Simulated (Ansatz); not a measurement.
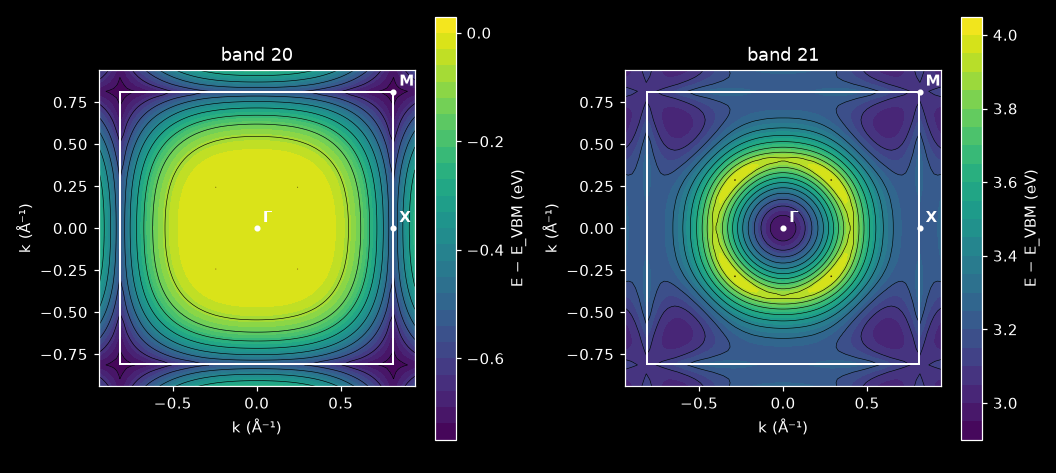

Two bands of a SnO monolayer (space group of the slab cell P4/nmm) over the plane of the sheet: the highest mostly filled and the lowest mostly empty one.

All numbers here come from Ansatz, DFT PBE, scalar-relativistic, plane waves, PAW; levels and slopes on a dense k mesh at the converged density. No spin polarisation. Mesh 56×56×1, interpolated with the band slopes. Unrelaxed database geometry. The cell comes from a database of computed structures, not from a measurement.

Question: Give both levels and their distance at the named points.

Answer:
```tsv
point	lower band (eV)	upper band (eV)	distance (eV)
Γ	−0.03	2.95	2.97
M	−0.73	3.09	3.82
X	−0.54	3.24	3.77
```

Question: Where are the band edges of the whole zone?

Answer: The valence band has four equivalent maxima on the M–Γ line, nearly flat in one direction, with mass 4.73 mₑ across; the conduction band has one minimum at Γ, mass 0.42 mₑ in all directions. The gap is indirect, 2.95 eV at this level of theory, which underestimates gaps and can reorder valleys that lie close. It is nearly direct: the smallest vertical gap, at Γ, is only 2.97 eV, so the kind of gap isn't settled at this level.

Spin-orbit coupling, left out here, can change the gap, its kind, the place of the band edges and the masses, since the compound holds Sn.
